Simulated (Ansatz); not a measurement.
# How KF (Carobbiite, Fm-3m) expands on warming, part 2 of 2

Aim: the lattice, expansion, heat capacity and bulk modulus of KF (Carobbiite) as it warms.

Measurements to reproduce:
- volume expansion coefficient 104.4 1e-6/K and heat capacity C_P per formula unit 49 J/mol/K near room temperature (given in “High-Throughput Prediction of Finite-Temperature Properties using the Quasi-Harmonic Approximation”, 2016, arXiv:1603.06924)
- volume expansion coefficient 95.1 1e-6/K near room temperature (given in “Descriptors for thermal expansion in solids”, 2017, arXiv:1701.03966)

Ansatz 0.2.0; DFT RPBE, scalar-relativistic, plane waves, PAW.

So far. Step 2 (Probe on a coarse mesh): The start is under 4.1 GPa at this level and looks like an insulator or semiconductor on this mesh.

## Step 5: Tight relaxation

The thresholds are tightened for a last relaxation ahead of the phonons, and where mesh or smearing change with them the cell follows.

input.yaml reads:

```yaml
crystal:
  lattice:
    - [0.0, 2.7907747822, 2.7907747822]
    - [2.7907747822, 0.0, 2.7907747822]
    - [2.7907747822, 2.7907747822, 0.0]
  atoms:
    - { symbol: K, position: [0.0, 0.0, 0.0] }
    - { symbol: F, position: [0.5, 0.5, 0.5] }
kpoints:
  mp_grid: { grid: [8, 8, 8] }
hamiltonian:
  xc: rpbe
scf:
  occupations: { method: fixed }
output:
  forces: true
  stress: true
  eigenvalues: true
relax:
  adjacent_minimum: "off"
  f_tol: 0.001
  max_steps: 60
  cell: { stress_tol: 0.01 }
```

Command:

```bash
> ansatz run input.yaml --threads 4 --pin off --max-ram 8192MiB --backend cpu --events-out ev --progress --plain --runs-dir out
```

Numbers of over 12 decimals in the logs are rounded to 6 here.

Output:

```text
[...]
Crystal: 2 atoms, lattice volume = 43.471 Å³
Basis set: ecut = 420 eV, 869 PW (Γ), exchange–correlation on 54×54×54 points (8 copies of the dense FFT grid, shifted against one another)
Bands: 12, of which v1, the nominal top of the filled ones, is band 8 counted from 1 (7 counted from 0)
Symmetry: 48 space group operations
[...]
k-points: 29 of 512
[...]
k-point 28: bands = [... 4 lower, -9.2032, 0.5474, 0.6743, 0.6743, 10.3362, 10.3362, 11.4274, 13.3381]
--- Relaxed structure (2 steps of the walk, 2 accepted, 1 SCFs on fresh bases) ---
[...]
cell:  # Å, volume = 43.5241 Å³
    - [0, 2.791900, 2.791900]
    - [2.791900, 0, 2.791900]
    - [2.791900, 2.791900, 0]
  atoms:
    - { symbol: K, position: [0, 0, 0] }
    - { symbol: F, position: [0.5, 0.5, 0.5] }
[key lines of the parts left out:]
SCF converged after 7 iterations
Free energy (F): -2355.145744 eV
Fermi energy:    0.852067 eV
P = ⅓ Tr σ = 0.0015 GPa (0.015 kbar)
```

Wall time 1.3 s (4 threads of Arm Neoverse V1, shared host); peak memory 0.29 GiB.

Little changed from the start: no atom moved by 0.005 Å and no cell edge by 0.1 %.

This step gave:

```yaml
pressure: 0.001521 GPa
gap_on_the_k_mesh: 5.841 eV
volume_per_atom: 21.76 Å³
```

The residual pressure is 0.0015 GPa, small enough for phonons.

## Step 6: An input with a fault

This input was changed on purpose, to see how the program answers.

input.yaml reads:

```yaml
crystal:
  lattice:
    - [0.0, 2.7918995308, 2.7918995308]
    - [2.7918995308, 0.0, 2.7918995308]
    - [2.7918995308, 2.7918995308, 0.0]
  atoms:
    - { symbol: K, position: [0.0, 0.0, 0.0] }
    - { symbol: F, position: [0.5, 0.5, 0.5] }
kpoints:
  mp_grid: { grid: [8, 8, 8] }
hamiltonian:
  xc: rpbe
scf:
  occupations: { method: fixed }
  max_iter: 100
output:
  eigenvalues: true
phonons:
  method: dfpt
  qmesh: [4, 4, 4]
  amplitude: 0.01
  thermal_expansion: {}
```

Output:

```text
Error: invalid value for `phonons.amplitude`: set with method: dfpt — a finite-displacement knob (the displacement step); dfpt computes the analytic response in the run's own cell, with no displaced geometries; remove amplitude or use method: fd, without the keys that are dfpt's alone (method's entry in the input reference names them)
```

Elapsed: 0.03 s, on 4 threads; peak memory 0.031 GiB.

The program refused the input before any cycle.

The program's message: “Error: invalid value for `phonons.amplitude`: set with method: dfpt — a finite-displacement knob (the displacement step); dfpt computes the analytic response in the run's own cell, with no displaced g …”

The fault put into the input: a displacement amplitude under linear response.

## Step 7: Phonons on strained cells

Thermal expansion follows from how the free energy of the vibrations (and of the electrons in a metal) changes with strain, so the program makes strained cells, their phonons and a fit in one run.

input.yaml, as its differences from that of step 6:

```diff
@@ -14,3 +14,2 @@
   occupations: { method: fixed }
-  max_iter: 100
 output:
@@ -20,3 +19,3 @@
   qmesh: [4, 4, 4]
-  amplitude: 0.01
+  temperatures: { t_max: 800.0, t_step: 50 }
   thermal_expansion: {}
```

Output:

```text
[...]
Crystal: 2 atoms, lattice volume = 43.524 Å³
Basis set: ecut = 487.2 eV, 1067 PW (Γ), exchange–correlation on 60×60×60 points (8 copies of the dense FFT grid, shifted against one another)
Bands: 12, of which v1, the nominal top of the filled ones, is band 8 counted from 1 (7 counted from 0)
Symmetry: 48 space group operations
[...]
k-points: 29 of 512
[...]
SCF iter   1: F=—  HF=-2355.151470 eV  |F-HF|=—  |Δ(HF+E_count)|=         —  Δρ=5.27e-3  dr2=1.08e-2  ethr=1.77e-3  ⟨swp⟩=4.2  Hψ=1887  notcnv=0  defer=50
[...]
SCF iter   7: F=-2355.149307 eV  HF=-2355.149307 eV  |F-HF|=9.37e-11  |Δ(HF+E_count)|=   6.11e-9  Δρ=3.69e-7  dr2=1.83e-11  ethr=1.00e-12  ⟨swp⟩=5.2  Hψ=2250  notcnv=0
SCF 1 converged in 7 iterations: F = -2355.149307 eV  dr2 = 1.83e-11
[...]
relax step   1: F+E_penalty+E_count = -2355.14930708 eV  Δ(F+E_penalty+E_count) = +0.000e0 eV  max|allowed force component| = 2.242e-29 eV/Å  Δτ_max = 0.0000 Å  (7 SCF iters, accepted)
SCF converged after 7 iterations
Free energy (F): -2355.149307 eV
[...]
Internal energy: -2355.149307 eV  (E = F + TS)
E sigma→0 (E₀):  -2355.149307 eV
Fermi energy:    0.852579 eV
[...]
--- Stress (GPa, compression-positive) ---
        0.004485       0.000000       0.000000
       -0.000000       0.004485       0.000000
        0.000000      -0.000000       0.004485
  P = ⅓ Tr σ = 0.0045 GPa (0.045 kbar)
--- Band table (eV; the first three rows and the last of 29) ---
  k-point 0: bands = [... 4 lower, -9.1375, 0.8526, 0.8526, 0.8526, 6.6933, 11.2351, 11.2351, 11.2351]
  k-point 1: bands = [... 4 lower, -9.1416, 0.7441, 0.8156, 0.8156, 7.0723, 11.0239, 11.4086, 11.4086]
  k-point 2: bands = [... 4 lower, -9.1514, 0.5109, 0.7276, 0.7276, 8.0469, 10.6921, 11.8268, 11.8268]
  k-point 28: bands = [... 4 lower, -9.2030, 0.5478, 0.6745, 0.6745, 10.3365, 10.3365, 11.4273, 13.3381]
── thermal expansion: 3 new cells, 3 in all ──
thermal expansion: relaxation of cell 2
thermal expansion: relaxation of cell 3
── thermal expansion: 2 new cells, 5 in all ──
thermal expansion: relaxation of cell 4
thermal expansion: lower-state search of cell 4
thermal expansion: phonons of cell 4
thermal expansion: relaxation of cell 5
thermal expansion: phonons of cell 5
── thermal expansion: 8 new cells, 13 in all ──
thermal expansion: relaxation of cell 6
thermal expansion: relaxation of cell 7
thermal expansion: relaxation of cell 8
thermal expansion: relaxation of cell 9
thermal expansion: relaxation of cell 10
thermal expansion: relaxation of cell 11
thermal expansion: relaxation of cell 12
thermal expansion: relaxation of cell 13
thermal expansion: phonons of cell 6
thermal expansion: phonons of cell 7
thermal expansion: phonons of cell 8
thermal expansion: phonons of cell 9
thermal expansion: phonons of cell 10
── thermal expansion: 1 new cells, 14 in all ──
thermal expansion: relaxation of cell 14
thermal expansion: phonons of cell 14
--- Relaxed structure (1 steps of the walk, 1 accepted, 0 SCFs on fresh bases) ---
  F+E_penalty+E_count = -2355.14930708 eV   max|allowed force component| = 2.242e-29 eV/Å
  atoms:
    - { symbol: K, position: [0.0, 0.0, 0.0] }
    - { symbol: F, position: [0.5, 0.5, 0.5] }
--- Thermal expansion: 14 cells in 4 rounds, 0 GPa ---
  no lower state was reached at cell 4
  without vibrations: a 3.94859, b 3.94859, c 3.94859 Å, V 43.5321 Å³, B 22.73 GPa
  at 0 K: a 3.96672, b 3.96672, c 3.96672 Å, V 44.1346 Å³, B 21.77 GPa
  zero-point expansion: a +0.459, b +0.459, c +0.459, V +1.384 %
      T/K        a/Å        b/Å        c/Å       V/Å³ | expansion of a, b, c, V (1e-6/K)   | that of V in the mean from 25 °C | C_P, C_V (J/mol K of the cell) | B_T, B_S (GPa)
     0.00    3.96672    3.96672    3.96672    44.1346 |    0.00    0.00    0.00    0.00 |  124.42 |     0.000     0.000 |    21.77    21.77
   100.00    3.97397    3.97397    3.97397    44.3770 |   39.52   39.52   39.52  118.56 |  160.51 |    37.633    36.857 |    20.65    21.09
   200.00    3.99323    3.99323    3.99323    45.0256 |   55.02   55.02   55.02  165.07 |  179.88 |    48.884    46.115 |    18.74    19.87
   298.15    4.01702    4.01702    4.01702    45.8348 |   66.29   66.29   66.29  198.87 |       - |    53.615    48.217 |    16.58    18.44
   350.00    4.03163    4.03163    4.03163    46.3368 |   74.19   74.19   74.19  222.58 |  211.25 |    56.053    48.705 |    15.19    17.48
   450.00    4.06679    4.06679    4.06679    47.5598 |  105.38  105.38  105.38  316.14 |  247.84 |    63.805    49.221 |    11.32    14.68
   550.00  the crystal comes to no rest above 500 K within reach of its cells: the search for the crystal at rest had not settled after 100 steps
   650.00  the crystal comes to no rest above 500 K within reach of its cells: the search for the crystal at rest had not settled after 100 steps
   750.00  the crystal comes to no rest above 500 K within reach of its cells: the search for the crystal at rest had not settled after 100 steps
   800.00  the crystal comes to no rest above 500 K within reach of its cells: the search for the crystal at rest had not settled after 100 steps
  the static fit leaves 0.001 meV an atom of the energies and, of the stresses, 0.000 GPa of each cell's largest along a strain (root mean squares over the cells), whose Pulay part it has at -0.003 GPa
  vibrations' free energy: its fit leaves 0.0349 meV an atom at the most
  the electrons' free energy at temperature is not in it: every band gap is over 0.83 eV
  free energies summed between the sampled wave vectors
  estimated error of the fitted expansion in any direction: up to 7.197e-6/K, at 500 K (an estimate, not a bound: it was exceeded on models of known expansion)
  by sums over the sampled wave vectors an expansion of the volume parts by up to 9.76e-6/K
  by a static energy of one degree less an expansion of the volume parts by up to 10.44e-6/K
  the FFT grids of the static calculations differ: 30 × 30 × 30, 32 × 32 × 32
  band gaps on the cells' k-points are 5.026 to 5.984 eV
```

Wall time 13 min (4 threads); peak memory 1.1 GiB.

Numbers from this step:

| Item | Value |
| --- | --- |
| pressure | 0.004485 GPa |
| volume expansion coefficient at 298 K | 198.9 1e-6/K |
| C_P at 298 K | 26.81 J/mol-atom/K |
| entropy at 298 K | 39.51 J/mol-atom/K |
| isothermal bulk modulus at 298 K | 16.58 GPa |
| Grüneisen parameter at 298 K | 1.888 |
| volume at 298 K | 22.92 Å³/atom |
| principal linear expansion coefficients at 298 K | 66.29, 66.29, 66.29 1e-6/K |

Strained cells of the study; zero-point energy where phonons were solved; the pressures are stresses at a fixed cutoff and can carry an offset from the finite basis. Expansion cells, by row:

```csv
cell,|a| (Å),|b| (Å),|c| (Å),V (Å³/atom),E - E_lowest (meV/atom),"pressure, compression positive (GPa)",gap (eV),zero-point energy (meV/atom)
1,3.948,3.948,3.948,21.76,0,0.001,5.841,-
2,3.98,3.98,3.98,22.29,0.851,-0.513,5.728,-
3,3.917,3.917,3.917,21.25,0.915,0.576,5.957,-
4,3.949,3.949,3.949,21.77,0,-0.008,5.839,25.45
5,3.969,3.969,3.969,22.1,0.353,-0.337,5.768,24.83
6,3.991,3.991,3.991,22.48,1.573,-0.686,5.687,24.12
7,4.034,4.034,4.034,23.22,6.079,-1.268,5.54,22.8
8,4.078,4.078,4.078,23.97,13.28,-1.765,5.397,21.49
9,4.122,4.122,4.122,24.76,22.95,-2.187,5.259,20.18
10,4.166,4.166,4.166,25.56,34.9,-2.542,5.124,18.84
11,3.91,3.91,3.91,21.13,1.396,0.719,5.984,-
12,3.929,3.929,3.929,21.45,0.339,0.343,5.911,-
13,4.199,4.199,4.199,26.18,45.15,-2.768,5.026,-
14,4.188,4.188,4.188,25.98,41.67,-2.697,5.058,18.15
```

Quasi-harmonic; a, b, c are the run's own cell vectors. Expansion, by row:

```csv
T (K),a (Å),b (Å),c (Å),alpha (deg),beta (deg),gamma (deg),cell volume (Å³/cell),alpha_a (1e-6/K),alpha_b (1e-6/K),alpha_c (1e-6/K),alpha_V (1e-6/K),C_P (J/mol-atom/K),C_V (J/mol-atom/K),S (J/mol-atom/K),B_T (GPa),B_S (GPa),Grueneisen,extrapolation,fit error (1e-6/K)
0,3.967,3.967,3.967,60,60,60,44.13,0,0,0,0,0,0,0,21.77,21.77,-,0,0
50,3.968,3.968,3.968,60,60,60,44.17,18.84,18.84,18.84,56.51,9.374,9.328,4.168,21.49,21.6,1.732,0,0.1
100,3.974,3.974,3.974,60,60,60,44.38,39.52,39.52,39.52,118.6,18.82,18.43,14.08,20.65,21.09,1.776,0,0.6
150,3.983,3.983,3.983,60,60,60,44.68,48.87,48.87,48.87,146.6,22.54,21.69,22.52,19.72,20.49,1.793,0,0.86
200,3.993,3.993,3.993,60,60,60,45.03,55.02,55.02,55.02,165.1,24.44,23.06,29.29,18.74,19.87,1.819,0,0.69
250,4.005,4.005,4.005,60,60,60,45.42,60.52,60.52,60.52,181.6,25.73,23.74,34.88,17.7,19.18,1.851,0,0.32
298.1,4.017,4.017,4.017,60,60,60,45.83,66.29,66.29,66.29,198.9,26.81,24.11,39.51,16.58,18.44,1.888,0,1.13
300,4.018,4.018,4.018,60,60,60,45.85,66.53,66.53,66.53,199.6,26.85,24.12,39.67,16.54,18.41,1.89,0,1.17
350,4.032,4.032,4.032,60,60,60,46.34,74.19,74.19,74.19,222.6,28.03,24.35,43.9,15.19,17.48,1.937,0,2.3
400,4.048,4.048,4.048,60,60,60,46.89,85.44,85.44,85.44,256.3,29.52,24.5,47.73,13.52,16.29,1.997,0,3.42
450,4.067,4.067,4.067,60,60,60,47.56,105.4,105.4,105.4,316.1,31.9,24.61,51.34,11.32,14.68,2.083,0,3.32
500,4.092,4.092,4.092,60,60,60,48.47,157.2,157.2,157.2,471.6,37.66,24.69,54.94,7.99,12.18,2.227,0,7.2
```

The expansion coefficient by temperature; values in 1e-6/K:

```csv
temperature (K),volume,principal 1
0,0,0
50,56.5,18.8
100,119,39.5
150,147,48.9
200,165,55.0
250,182,60.5
298,199,66.3
300,200,66.5
350,223,74.2
400,256,85.4
450,316,105
500,472,157
```

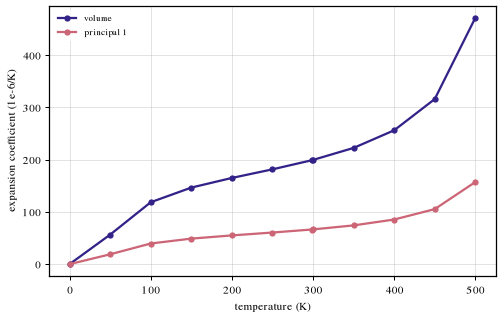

Expansion coefficient against temperature.

At 298 K the volume expansion is 199 × 10⁻⁶/K and B_T is 16.6 GPa. The program raised the cutoff to 487.2 eV by itself: with no cutoff typed, the study takes about 1.16 times the default for its relaxations and scales it with the volume for the phonons.

## Step 8: What came out

| Item | Value |
| --- | --- |
| settings of these figures | RPBE, 487.2 eV, k 8×8×8, q 4×4×4 |
| volume expansion coefficient at 298 K | 198.9 1e-6/K |
| C_P at 298 K | 26.81 J/mol-atom/K |
| entropy at 298 K | 39.51 J/mol-atom/K |
| isothermal bulk modulus at 298 K | 16.58 GPa |
| Grüneisen parameter at 298 K | 1.888 |
| volume at 298 K | 22.92 Å³/atom |
| principal linear expansion coefficients at 298 K | 66.29, 66.29, 66.29 1e-6/K |

What this shows: Near room temperature KF (Carobbiite) expands by 199 × 10⁻⁶/K in volume by RPBE, with C_P = 26.8 J/(mol K) per mole of atoms and B_T = 16.6 GPa. Between 298.15 and 500 K the bulk modulus falls by 52 % and the Grüneisen parameter grows; in this range the quasi-harmonic approximation, which lacks anharmonicity at fixed volume, tends to overshoot. C_P at room temperature is 107 % of the classical 3R an atom; C_V is 97 %, and the rest is expansion work. Above 500 K the study finds no volume of rest, and gives nothing there: the quasi-harmonic free energy has lost its minimum, and the figures just below are already near that breakdown. A measured volume expansion coefficient near room temperature is 104.4 1e-6/K (arXiv:1603.06924); the calculated 199 1e-6/K differs by +90 %. A measured heat capacity per formula unit near room temperature is 49 J/mol/K (arXiv:1603.06924); the calculated 53.6 J/mol/K differs by +9 %. The PAW files were made for PBE and are used here under another functional, for which the program regenerates the frozen cores. The cell of these runs is 14 % larger in volume than the database cell; frequencies and all that rests on them shift with it.

[Logs are printed without paths, hosts, clocks, repeated set-up lines and the standing remarks that a program may print on its own settings, such as how far it seeks lower states.]

[Hosts, paths, dates, database ids (printed as entryN), source tags and the programs' standing remarks are cut or masked in the printed files.]

[A step with changed settings may run another functional than the one named; its input shows which.]
